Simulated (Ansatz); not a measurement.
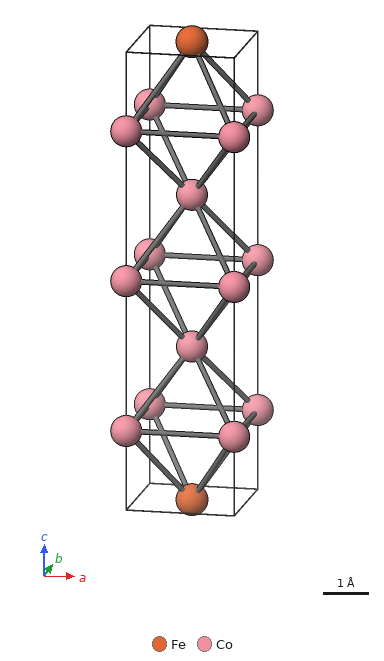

Phonons of solid FeCo₅ (a generated structure), space group P4/mmm (No. 123), at the zone centre. A ball-and-stick model of the cell of the calculation, seen slightly off an axis.

All numbers below come from DFT PBE, scalar-relativistic, plane waves, PAW in Ansatz 0.2.0. (plane-wave cutoff 420 eV; k-point mesh 14 × 14 × 4; occupations gaussian; smearing width 0.2 eV; collinear spin)

The frequencies depend somewhat on the k-mesh and the smearing.

**List the optical modes.**

The calculation's cell holds 6 atoms, so there are 15 optical modes, in 10 levels. The optical modes span 2E_g + 3E_u + 2A₁g + 3A₂u. No level is unstable.

| level | symmetry | frequency (cm⁻¹) | activity |
| --- | --- | --- | --- |
| 1 | E_g | 99 | Raman-active |
| 2 | E_u | 117 | infrared-active |
| 3 | A₁g | 154 | Raman-active |
| 4 | E_u | 162 | infrared-active |
| 5 | A₂u | 164 | infrared-active |
| 6 | E_g | 182 | Raman-active |
| 7 | E_u | 191 | infrared-active |
| 8 | A₂u | 237 | infrared-active |
| 9 | A₁g | 244 | Raman-active |
| 10 | A₂u | 286 | infrared-active |

The crystal is a metal, so free carriers screen the infrared response.

The displacement patterns (one member of each degenerate set), 6 of the levels:

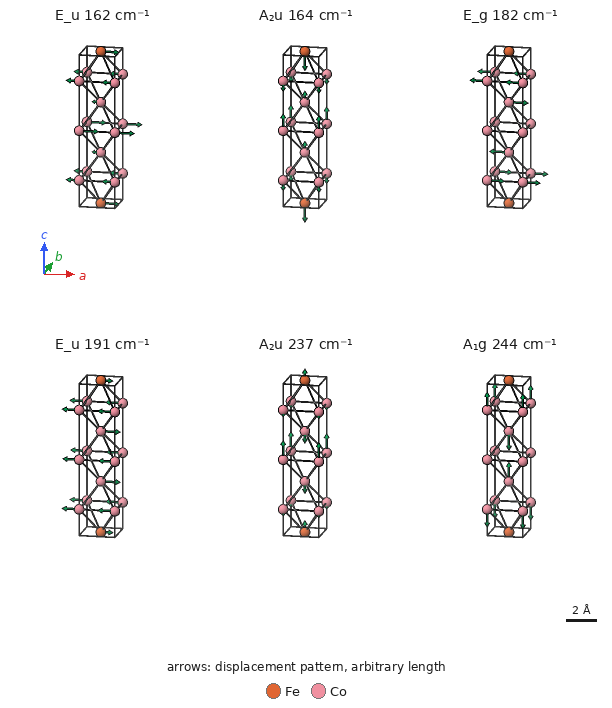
